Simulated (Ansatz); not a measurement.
Geometry optimisation.

Program: Ansatz.

```
crystal:
  lattice:
    - [4.067428323, 0.0, 0.0]
    - [-2.0337141616, 3.5224962558, 0.0]
    - [0.0, 0.0, 4.6146335891]
  atoms:
    - { symbol: Cd, position: [0.2254, 0.0, 0.3333333333] }
    - { symbol: Cd, position: [0.0, 0.2254, 0.6666666667] }
    - { symbol: Cd, position: [0.7746, 0.7746, 0.0] }
basis:
  ecutwfc: 420
kpoints:
  mp_grid: { grid: [6, 6, 4] }
hamiltonian:
  xc: pbe
scf:
  occupations: { method: gaussian, width: 0.1 }
  lower_state_search: "off"
output:
  forces: true
  stress: true
  eigenvalues: true
relax:
  adjacent_minimum: "off"
  f_tol: 0.04
  max_steps: 70
  cell: { stress_tol: 0.4 }
```

Q: How does the optimisation go?

A: The optimisation met its thresholds at geometry 5, counting the start as the first. The energy fell by about 1600 meV/atom from the first step to the last. The largest force component goes from about 9.2 eV/Å at the start to 0.023 eV/Å at the end. The volume grows from 22.0 to 25.7 Å³ per atom (+17 %).

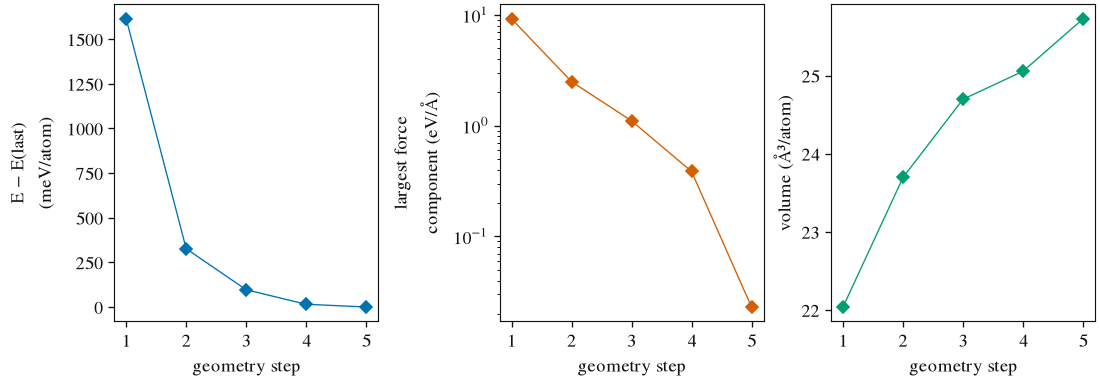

History of the run, step by step. Atoms and cell relax. A closing SCF on a freshly chosen basis isn't drawn.
